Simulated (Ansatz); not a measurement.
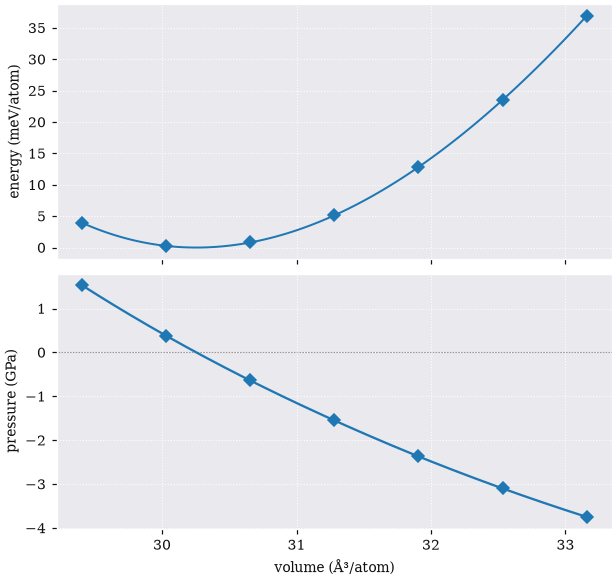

The picture above shows the energy and pressure against volume for SnTe, space group Fm-3m (No. 225).

Cell as given: a = 4.456 Å, b = 4.456 Å, c = 4.456 Å, α = 60.00°, β = 60.00°, γ = 60.00°; 2 atoms.

Calculation (Ansatz 0.2.0): all-electron LAPW DFT, no spin polarisation; energies at scaled volumes of the given cell, shape and fractions fixed, counted from the fit's minimum, third-order Birch-Murnaghan fit. Level: LDA.

```tsv
setting	value
k mesh	7×7×7
occupations	Fermi–Dirac
smearing width	0.05 eV
potentials	all electron LAPW, scalar relativistic
program settings	basis error eV/atom 0.001
```

### What equilibrium volume and bulk modulus follow from the curve?

A third-order Birch–Murnaghan fit gives V0 = 30.25 Å³/atom, B0 = 50.2 GPa and B′ = 4.5.

### Read off the course of the pressure.

It falls from 1.53 GPa at volume 29.40 Å³/atom to −3.75 GPa at 33.16 Å³/atom, and changes sign near 30.26 Å³/atom.
